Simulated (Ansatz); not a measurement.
**Geometry relaxation, with input and output: TaN (part 2 of 3)**

Continued. System: TaN (slab, 32 atoms in the cell). Method: DFT PBE+D3(BJ), scalar-relativistic, plane waves, PAW, no spin polarisation (Ansatz 0.2.0); cutoff 420 eV, 4×3×1 k-mesh, Gaussian smearing of 0.1 eV. The structure derives from an entry of the Crystallography Open Database. The input holds or restrains some coordinates. Forces given for the steps count only the free coordinates. It belongs to a series of runs on one base structure; here: clean slab, lower planes held.

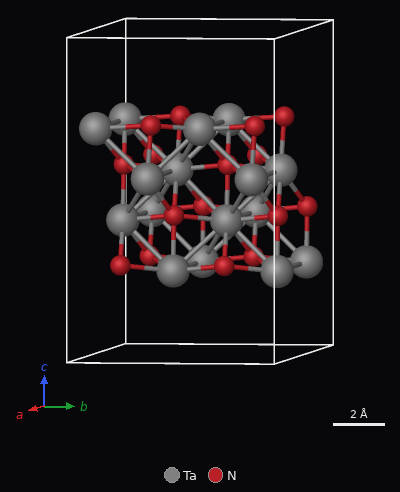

The geometry at step 6 of the log (ball-and-stick view of the cell of the calculation, with the vacuum cut short, seen slightly off an axis).

```
WARN: The output density's exchange-correlation potential varies sharply where the density is thin. Do not read a vacuum level from v_tot or v_xc, or from such a field of the output density. On a cell that repeats whose density bears no net charge and no dipole along the vacuum's axis use v_es (v_loc + v_h of the components); under efield.dipole_correction with no amplitude use v_es + v_field, which holds any external_charges[].barrier, or the levels of the report's work_function block, which leave it out; under a non-zero efield.amplitude the vacuum is tilted and has no level; on a cell that repeats and bears such a dipole with no correction it is tilted too, and efield.dipole_correction with no amplitude gives each side of its ramp a level where efield: is served; in a cell that repeats whose density bears a net charge (total_charge, or a fill off its count) it is curved and has none; of a slab under crystal.periodic whose density bears no net charge use v_es, which has a level on each side, short of where the two are joined; of another it falls or rises all the way out and has none; of a slab beside external_charges read slab_vacuum_level instead, which it has where they leave it neutral. The grid or the basis barely resolves most such structure, and the values can differ between equally converged runs; as a rule a tighter scf.convergence.dr2_threshold does not remove it. Where the density itself ripples (under the LDA too) a higher basis.ecutwfc lessens it. The files hold the spikes' plane waves up to the density's cutoff. Files: v_tot_of_output_density and the like, and their columns of v_z.tsv (output.write_potential); v_xc_of_output_density and the like, and their columns of v_comp_z.tsv (output.write_potential_components). Measured: with its Gaussian average of σ = 0.25 Å subtracted twice, the exchange-correlation potential is over 0.1 eV at 140 of the grid points where the equally averaged density (valence and model cores) is under 1e-3 e/Å³, and 0.181 eV at the most among them, at an averaged density of 6.2e-8 e/Å³. The input density's (outcome.potential() and, of a run that writes arrays, v_tot and v_xc) is over 0.1 eV, so measured, at 4 points of its own thin density, 0.101 eV at the most. See output.write_potential in the manual, Limitations
SCF converged after 4 iterations
Free energy (F): -165089.811473 eV
Harris-Foulkes:  -165089.811473 eV  (|F-HF|=3.12e-8)
Internal energy: -165089.691014 eV  (E = F + TS)
E sigma→0 (E₀):  -165089.751243 eV
Entropy (-TS):   -0.120459 eV (-3.764 meV/atom)
Fermi energy:    4.541570 eV
Dipole field:    D = 0.027687 V/Å  (p = 0.151534 e·Å, saw-weighted, corrected)
Work function:   Φ+ = 3.5987 eV   Φ− = 4.2086 eV
Levels:          The Fermi level and band energies are counted from a zero that moves with the ramp; work functions are not
--- Per-component energies (eV) ---
  E_band       = -5266.187370
  E_kinetic    = 7940.583808
  E_local      = -276130.936586  (includes V_loc(G=0)·N_el)
  E_nonlocal   = 957.657779
  E_hartree    = 134282.901845
  E_xc         = -4455.542000
  E_vxc        = -4485.556745  (∫ρ·V_xc dr)
  E_paw        = -136381.575418  (= ΣΔE_a)
  E_vpaw       = -2114.258840  (= ΣTr[D̂ρ^β])
  E_aug_tail   = 0.003463  (compensation charges beyond the density's cutoff)
  E_efield     = 0.002098  (sawtooth field / dipole correction)
  E_vefield    = 0.543983  (∫n·V_field dr)
  E_ewald      = 108707.493830
  E_disp       = -10.279832  (pairwise vdW)
  E_smearing   = -0.120459  (= −TS)
  E_closure    = 0.000000  (closes the sum)
  Σ components = -165089.811473   (vs F -165089.811473, Δ=0.00e0)
--- Forces (eV/Å), atoms counted from 1 ---
  atom   1  Ta     0.00276546     0.26243289     0.31105839
  atom   2  Ta     0.00276546     0.26243289     0.31105839
  atom   3  Ta     0.00276546     0.26243289     0.31105839
  atom   4  Ta     0.00276546     0.26243289     0.31105839
  atom   5  N     -0.00224797    -0.50165693     0.46107010
  atom   6  N     -0.00224797    -0.50165693     0.46107010
  atom   7  N     -0.00224797    -0.50165693     0.46107010
  atom   8  N     -0.00224797    -0.50165693     0.46107010
  atom   9  Ta     0.00167058     0.17835316    -0.36227012
  atom  10  Ta     0.00167058     0.17835316    -0.36227012
  atom  11  Ta     0.00167058     0.17835316    -0.36227012
  atom  12  Ta     0.00167058     0.17835316    -0.36227012
  atom  13  N     -0.00284456     0.04879246    -0.38160138
  atom  14  N     -0.00284456     0.04879246    -0.38160138
  atom  15  N     -0.00284456     0.04879246    -0.38160138
  atom  16  N     -0.00284456     0.04879246    -0.38160138
  atom  17  Ta     0.00032191     0.01245286    -0.00981053
  atom  18  Ta     0.00032191     0.01245286    -0.00981053
  atom  19  Ta     0.00032191     0.01245286    -0.00981053
  atom  20  Ta     0.00032191     0.01245286    -0.00981053
  atom  21  N      0.00038160    -0.02593235     0.01942788
  atom  22  N      0.00038160    -0.02593235     0.01942788
  atom  23  N      0.00038160    -0.02593235     0.01942788
  atom  24  N      0.00038160    -0.02593235     0.01942788
  atom  25  Ta     0.00032626     0.01952926    -0.02247606
  atom  26  Ta     0.00032626     0.01952926    -0.02247606
  atom  27  Ta     0.00032626     0.01952926    -0.02247606
  atom  28  Ta     0.00032626     0.01952926    -0.02247606
  atom  29  N     -0.00037296     0.00605493    -0.01541220
  atom  30  N     -0.00037296     0.00605493    -0.01541220
  atom  31  N     -0.00037296     0.00605493    -0.01541220
  atom  32  N     -0.00037296     0.00605493    -0.01541220
  max |Σ_I F_I| component: 1.05e-4 eV/Å
--- Band table (eV; the first three rows and the last of 7) ---
  k-point 0: bands = ["-64.0777", "-64.0750", "-64.0389", "-64.0389", "-64.0235", "-64.0185", "-63.9780", "-63.9780", "-63.7902", "-63.7890", "-63.7508", "-63.7508", "-63.6203", "-63.6139", "-63.5805", "-63.5805", "-31.1224", "-31.1222", "-30.9972", "-30.9898", "-30.9134", "-30.9131", "-30.9037", "-30.8500", "-30.8499", "-30.8413", "-30.8296", "-30.7527", "-30.7457", "-30.7350", "-30.7348", "-30.7285", "-30.7284", "-30.6376", "-30.6349", "-30.6348", "-30.5141", "-30.4786", "-30.4783", "-30.4460",
      "-30.4458", "-30.4419", "-30.3400", "-30.3268", "-30.3162", "-30.3001", "-30.2947", "-30.2947", "-30.2082", "-30.1973", "-30.1972", "-30.0837", "-30.0822", "-30.0800", "-30.0800", "-30.0648", "-30.0648", "-30.0506", "-30.0422", "-30.0328", "-30.0085", "-29.9460", "-29.8017", "-29.7718", "-12.6605", "-11.5664", "-11.1919", "-11.1544", "-11.0748", "-11.0743", "-10.9399", "-10.9399", "-10.7531", "-10.2934", "-10.2922", "-10.1734", "-10.1734", "-9.7821", "-9.7269", "-9.7268",
      "-3.9049", "-3.1891", "-3.1887", "-3.1720", "-2.7572", "-2.5385", "-2.5382", "-2.4385", "-2.3180", "-2.3177", "-2.1068", "-1.9777", "-1.8590", "-1.8585", "-1.5537", "-1.5535", "-1.1778", "-0.9780", "-0.9777", "-0.8933", "-0.6099", "-0.5649", "-0.5644", "-0.4811", "-0.3892", "-0.3891", "-0.3878", "-0.1296", "-0.1295", "-0.0497", "0.0021", "0.1661", "0.1805", "0.4014", "0.4804", "0.4807", "0.6278", "0.6489", "0.6676", "0.6984",
      "0.9173", "0.9175", "1.0378", "1.2693", "1.4154", "1.5493", "1.5496", "1.7536", "1.7685", "2.0532", "2.2605", "2.2609", "2.4297", "2.7492", "3.1370", "3.1370", "3.5393", "3.8051", "3.8725", "3.8727", "4.1847", "4.4341", "4.7435", "4.7877", "4.8725", "4.8728", "5.0945", "5.1729", "5.1733", "5.2392", "5.5374", "5.7888", "6.0948", "6.3187", "6.3188", "6.4595", "6.7308", "6.7309", "6.8111", "6.8112",
      "7.0811", "7.1261", "7.4055", "7.4496", "7.4848", "7.4934", "7.5578", "7.5818", "7.7973", "7.8201", "7.8206", "7.9058", "8.0159", "8.0288", "8.0295", "8.1803"]
  k-point 1: bands = ["-64.0770", "-64.0757", "-64.0389", "-64.0389", "-64.0222", "-64.0197", "-63.9780", "-63.9780", "-63.7899", "-63.7894", "-63.7508", "-63.7508", "-63.6187", "-63.6155", "-63.5805", "-63.5805", "-31.1193", "-31.1192", "-30.9879", "-30.9307", "-30.9242", "-30.9135", "-30.9133", "-30.8658", "-30.8469", "-30.8468", "-30.8401", "-30.7788", "-30.7524", "-30.7521", "-30.7199", "-30.7169", "-30.7168", "-30.6903", "-30.6432", "-30.6432", "-30.4728", "-30.4725", "-30.4706", "-30.4563",
      "-30.4436", "-30.4433", "-30.3342", "-30.3223", "-30.3140", "-30.3131", "-30.2968", "-30.2967", "-30.1904", "-30.1903", "-30.1704", "-30.1134", "-30.0886", "-30.0886", "-30.0765", "-30.0613", "-30.0613", "-30.0605", "-30.0388", "-30.0346", "-29.9915", "-29.9590", "-29.7935", "-29.7786", "-12.4053", "-11.7778", "-11.3925", "-11.0728", "-11.0606", "-11.0603", "-10.9409", "-10.9409", "-10.6438", "-10.4289", "-10.1709", "-10.1709", "-10.1598", "-9.8992", "-9.7220", "-9.7219",
      "-3.5793", "-3.2003", "-3.2000", "-3.0774", "-3.0730", "-2.9341", "-2.9341", "-2.5178", "-2.3741", "-2.2894", "-2.2892", "-2.0048", "-2.0048", "-1.7316", "-1.7259", "-1.7259", "-1.3768", "-0.8447", "-0.7728", "-0.7728", "-0.4799", "-0.3978", "-0.3732", "-0.3584", "-0.3583", "-0.2330", "-0.2325", "0.0646", "0.1180", "0.1423", "0.2807", "0.2812", "0.3318", "0.3535", "0.5307", "0.5564", "0.5567", "0.6155", "0.6686", "0.8202",
      "0.8520", "0.9644", "0.9646", "1.1982", "1.2706", "1.2708", "1.4471", "1.8369", "1.8385", "1.8821", "2.7545", "2.8077", "2.8078", "3.0846", "3.2435", "3.2435", "3.5315", "3.6094", "3.7334", "3.7336", "4.2612", "4.3015", "4.5492", "4.5849", "4.5851", "4.6072", "5.2378", "5.2381", "5.2963", "5.3107", "5.3674", "5.8384", "5.9547", "5.9548", "5.9978", "6.2923", "6.4633", "6.4634", "6.4843", "6.8717",
      "6.8718", "7.1635", "7.3645", "7.3974", "7.5678", "7.5678", "7.5806", "7.7036", "7.7586", "7.7803", "7.8946", "8.0399", "8.1318", "8.1320", "8.1956", "8.3133"]
  k-point 2: bands = ["-64.0721", "-64.0697", "-64.0446", "-64.0442", "-64.0168", "-64.0126", "-63.9847", "-63.9839", "-63.7845", "-63.7835", "-63.7566", "-63.7564", "-63.6145", "-63.6090", "-63.5864", "-63.5854", "-31.0296", "-31.0237", "-30.9726", "-30.9503", "-30.8862", "-30.8768", "-30.8635", "-30.8349", "-30.8256", "-30.8169", "-30.8165", "-30.7382", "-30.7304", "-30.7299", "-30.7291", "-30.6654", "-30.6645", "-30.6490", "-30.6447", "-30.6116", "-30.5041", "-30.4970", "-30.4963", "-30.4833",
      "-30.4172", "-30.4139", "-30.4130", "-30.4013", "-30.3374", "-30.3302", "-30.3274", "-30.3116", "-30.1873", "-30.1780", "-30.1701", "-30.1639", "-30.1525", "-30.1232", "-30.1221", "-30.0864", "-30.0765", "-30.0677", "-30.0554", "-30.0410", "-30.0056", "-29.9555", "-29.8937", "-29.8634", "-12.4182", "-11.4337", "-11.2722", "-11.2354", "-11.1183", "-11.0391", "-11.0078", "-10.9434", "-10.6851", "-10.2814", "-10.2638", "-10.2118", "-10.1736", "-9.8207", "-9.7791", "-9.7341",
      "-3.5747", "-2.9656", "-2.9524", "-2.9512", "-2.5958", "-2.5691", "-2.5358", "-2.4503", "-2.1857", "-2.1855", "-2.0223", "-1.8458", "-1.7508", "-1.7331", "-1.5788", "-1.5728", "-1.3084", "-1.1950", "-0.9120", "-0.9061", "-0.7800", "-0.6898", "-0.5753", "-0.5256", "-0.5071", "-0.3079", "-0.2055", "-0.1851", "-0.1370", "-0.1102", "0.0119", "0.0147", "0.2129", "0.4108", "0.4162", "0.5163", "0.5704", "0.6676", "0.6782", "0.8032",
      "0.8661", "0.8820", "1.0454", "1.1032", "1.1073", "1.2090", "1.4313", "1.4503", "2.0977", "2.4486", "2.5995", "2.6757", "2.8850", "2.8925", "3.1854", "3.2306", "3.3702", "3.6710", "3.7245", "3.8432", "3.9867", "4.4839", "4.5929", "4.6300", "4.6501", "4.7876", "4.8332", "4.9938", "5.1171", "5.3078", "5.5970", "5.8807", "5.9063", "5.9656", "6.1291", "6.2659", "6.3738", "6.4295", "6.6154", "6.7743",
      "6.7933", "7.0752", "7.3183", "7.3887", "7.4229", "7.4266", "7.4918", "7.5033", "7.7237", "7.7743", "7.8417", "8.0734", "8.0844", "8.1328", "8.1465", "8.2181"]
  k-point 6: bands = ["-64.0586", "-64.0579", "-64.0574", "-64.0568", "-64.0012", "-64.0000", "-63.9991", "-63.9978", "-63.7707", "-63.7704", "-63.7702", "-63.7698", "-63.6010", "-63.5994", "-63.5983", "-63.5967", "-30.9151", "-30.8984", "-30.8979", "-30.8798", "-30.8519", "-30.8504", "-30.8345", "-30.8256", "-30.8102", "-30.8079", "-30.7859", "-30.7395", "-30.7378", "-30.7137", "-30.7049", "-30.6863", "-30.6446", "-30.6261", "-30.6061", "-30.5847", "-30.5004", "-30.4980", "-30.4962", "-30.4937",
      "-30.4186", "-30.4173", "-30.4158", "-30.4099", "-30.3772", "-30.3714", "-30.3696", "-30.3685", "-30.2352", "-30.2340", "-30.2310", "-30.2294", "-30.1456", "-30.1164", "-30.1048", "-30.0990", "-30.0982", "-30.0941", "-30.0884", "-30.0543", "-30.0148", "-29.9908", "-29.9777", "-29.9642", "-11.9159", "-11.6602", "-11.4484", "-11.2329", "-11.0887", "-11.0627", "-10.9913", "-10.9305", "-10.5535", "-10.4143", "-10.3056", "-10.1443", "-10.0695", "-9.9403", "-9.8437", "-9.7100",
      "-3.0358", "-2.8524", "-2.7254", "-2.6012", "-2.5996", "-2.5159", "-2.4269", "-2.1821", "-2.1497", "-2.1177", "-1.9870", "-1.9711", "-1.6760", "-1.5817", "-1.5550", "-1.5329", "-1.3146", "-1.3015", "-1.1705", "-1.0115", "-0.8594", "-0.7123", "-0.6524", "-0.6046", "-0.6021", "-0.4148", "-0.4057", "-0.2818", "-0.0663", "0.0461", "0.0485", "0.0975", "0.2908", "0.3419", "0.3682", "0.5556", "0.6301", "0.6398", "0.6750", "0.7003",
      "0.7424", "0.8401", "0.9294", "1.0834", "1.1195", "1.1687", "1.2983", "1.4999", "2.4177", "2.5940", "2.7845", "3.0068", "3.0868", "3.2137", "3.2757", "3.2793", "3.5488", "3.5627", "3.6216", "3.7361", "3.8633", "4.1090", "4.3432", "4.3449", "4.3881", "4.4252", "4.4742", "5.0019", "5.5139", "5.5807", "5.5977", "5.7074", "5.7079", "5.7620", "5.9804", "5.9944", "6.1291", "6.3499", "6.4037", "6.5150",
      "6.6830", "6.9044", "6.9270", "7.0147", "7.0897", "7.1288", "7.2100", "7.4612", "7.5159", "7.7164", "7.7281", "7.8551", "8.0028", "8.0045", "8.0208", "8.1414"]
--- Relaxed structure (6 steps of the walk, 6 accepted, 0 SCFs on fresh bases) ---
  F+E_penalty+E_count = -165089.81147283 eV   max|allowed force component| = 2.593e-2 eV/Å
  atoms:
    - { symbol: Ta, position: [0.21596595855000003, 0.9319319171, 0.3631738574] }
    - { symbol: Ta, position: [0.21596595855000006, 0.43193191710000006, 0.3631738574] }
    - { symbol: Ta, position: [0.7159659585499999, 0.9319319171, 0.3631738574] }
    - { symbol: Ta, position: [0.71596595855, 0.43193191710000006, 0.3631738574] }
    - { symbol: N, position: [0.8591591502499998, 0.7183183005, 0.3775766093] }
    - { symbol: N, position: [0.85915915025, 0.2183183005, 0.3775766093] }
    - { symbol: N, position: [0.3591591502499999, 0.7183183005, 0.3775766093] }
    - { symbol: N, position: [0.3591591502499999, 0.21831830050000003, 0.3775766093] }
    - { symbol: Ta, position: [0.07512510875000003, 0.6502502175, 0.4495903685] }
    - { symbol: Ta, position: [0.07512510874999999, 0.1502502175, 0.4495903685] }
    - { symbol: Ta, position: [0.57512510875, 0.6502502175, 0.4495903685] }
    - { symbol: Ta, position: [0.57512510875, 0.1502502175, 0.4495903685] }
    - { symbol: N, position: [0.7183183004999998, 0.43663660100000007, 0.4639931204] }
    - { symbol: N, position: [0.7183183005, 0.9366366010000001, 0.4639931204] }
    - { symbol: N, position: [0.21831830049999998, 0.436636601, 0.4639931204] }
    - { symbol: N, position: [0.21831830050000003, 0.936636601, 0.4639931204] }
    - { symbol: Ta, position: [0.9352137761819161, 0.37032261770269154, 0.5371313873440209] }
    - { symbol: Ta, position: [0.9352137761819161, 0.8703226177026915, 0.5371313873440209] }
    - { symbol: Ta, position: [0.43521377618191615, 0.3703226177026916, 0.5371313873440209] }
    - { symbol: Ta, position: [0.43521377618191615, 0.8703226177026915, 0.5371313873440209] }
    - { symbol: N, position: [0.577949670178486, 0.1557011568498004, 0.5510455762353964] }
    - { symbol: N, position: [0.5779496701784859, 0.6557011568498003, 0.5510455762353964] }
    - { symbol: N, position: [0.07794967017848596, 0.1557011568498004, 0.5510455762353964] }
    - { symbol: N, position: [0.07794967017848586, 0.6557011568498003, 0.5510455762353964] }
    - { symbol: Ta, position: [0.7902192825756776, 0.08037671797338701, 0.6226271537951436] }
    - { symbol: Ta, position: [0.7902192825756778, 0.580376717973387, 0.6226271537951436] }
    - { symbol: Ta, position: [0.29021928257567775, 0.080376717973387, 0.6226271537951436] }
    - { symbol: Ta, position: [0.2902192825756777, 0.5803767179733871, 0.6226271537951436] }
    - { symbol: N, position: [0.444911049426154, 0.8897919422105864, 0.6345722361533749] }
    - { symbol: N, position: [0.444911049426154, 0.38979194221058655, 0.6345722361533749] }
    - { symbol: N, position: [0.944911049426154, 0.8897919422105866, 0.6345722361533749] }
    - { symbol: N, position: [0.944911049426154, 0.38979194221058655, 0.6345722361533749] }
```
